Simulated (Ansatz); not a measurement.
NaCl (space group Fm-3m, No. 225). Coordinates: the geometry relaxed with Ansatz, DFT PBE, scalar-relativistic, plane waves, PAW.

```yaml
crystal:
  lattice:
    - [5.69557, 0.00000, 0.00000]
    - [0.00000, 5.69557, 0.00000]
    - [0.00000, 0.00000, 5.69557]
  atoms:
    - { symbol: Na, position: [0.00000, 0.00000, 0.00000] }
    - { symbol: Cl, position: [0.50000, 0.00000, 0.00000] }
    - { symbol: Na, position: [0.00000, 0.50000, 0.50000] }
    - { symbol: Cl, position: [0.50000, 0.50000, 0.50000] }
    - { symbol: Na, position: [0.50000, 0.00000, 0.50000] }
    - { symbol: Cl, position: [0.00000, 0.00000, 0.50000] }
    - { symbol: Na, position: [0.50000, 0.50000, 0.00000] }
    - { symbol: Cl, position: [0.00000, 0.50000, 0.00000] }
```

Bonds are taken as Cl–Na below 3.2 Å; no other contact counts. Atoms with one bond or none are removed and atoms with two bonds are replaced by edges, until no such atom is left.

Derive the underlying net.

The result is a uninodal 6-connected, three-periodic net: Na and Cl are 6-connected nodes. It is the pcu net, known from NaCl, ReO3 and the B-X framework of perovskite. It is a single net, without interpenetration.

```csv
node,links,point symbol,coordination sequence
Na and Cl,6,4¹²·6³,6 18 38 66 102
```

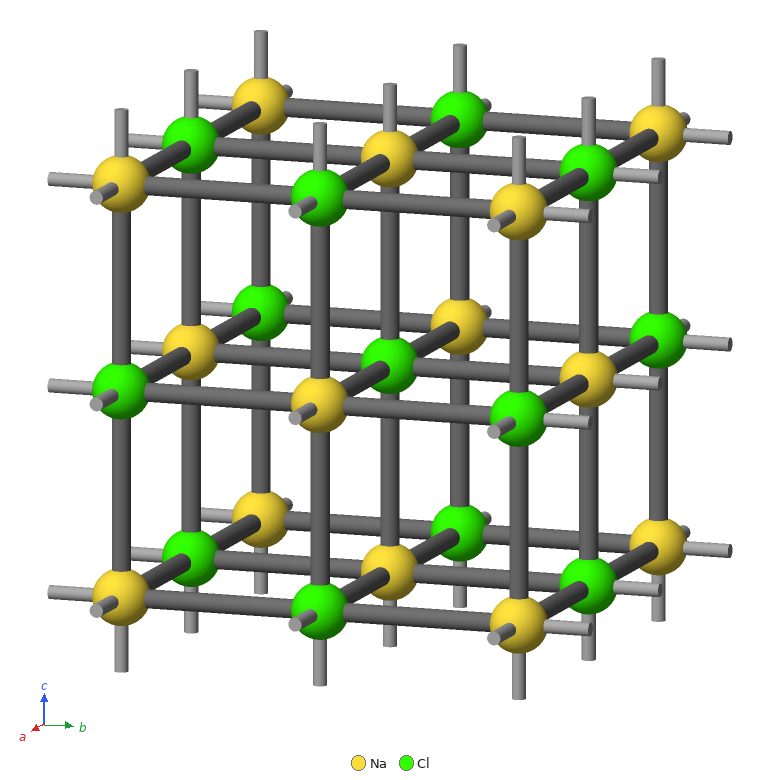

Nodes are coloured by element. Edges to nodes outside the piece are drawn as stubs.
